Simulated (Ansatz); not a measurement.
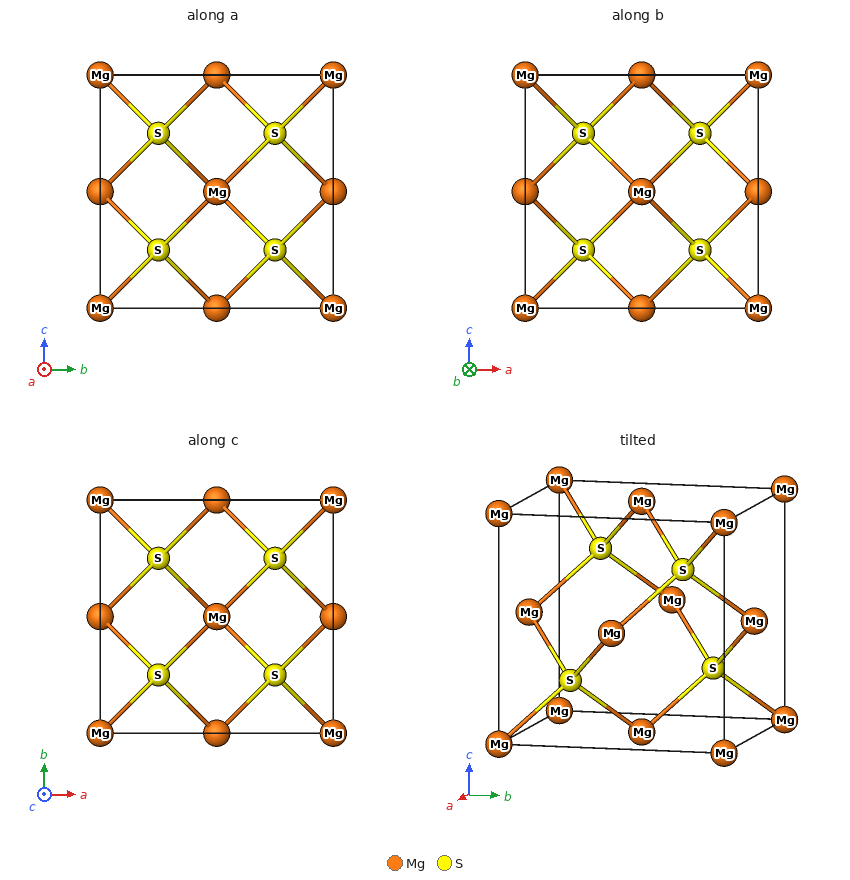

A ball-and-stick rendering, viewed along the a axis, along the b axis, along the c axis and slightly off an axis. The frame is the conventional unit cell; atoms at its boundary are shown with their periodic copies.

Lattice parameters: a = 5.6002 Å, b = 5.6002 Å, c = 5.6002 Å, α = 90.000°, β = 90.000°, γ = 90.000°.

### From the views, write a CIF in P1 with every atom of the cell.

```cif
data_structure
_symmetry_space_group_name_H-M 'P 1'
_symmetry_Int_Tables_number 1
_cell_length_a 5.6002
_cell_length_b 5.6002
_cell_length_c 5.6002
_cell_angle_alpha 90.000
_cell_angle_beta 90.000
_cell_angle_gamma 90.000
_cell_volume 175.63
loop_
_atom_site_label
_atom_site_type_symbol
_atom_site_fract_x
_atom_site_fract_y
_atom_site_fract_z
_atom_site_occupancy
Mg1 Mg 0.0000 0.0000 0.0000 1
S1 S 0.2500 0.2500 0.7500 1
Mg2 Mg 0.0000 0.5000 0.5000 1
S2 S 0.2500 0.7500 0.2500 1
Mg3 Mg 0.5000 0.0000 0.5000 1
S3 S 0.7500 0.2500 0.2500 1
Mg4 Mg 0.5000 0.5000 0.0000 1
S4 S 0.7500 0.7500 0.7500 1
```

Origin of the cell: a structure type filled with these elements by a generator (whether the compound takes this form wasn't checked). The cell was then strained or its atoms displaced on purpose. A calculation with Ansatz used it as input.
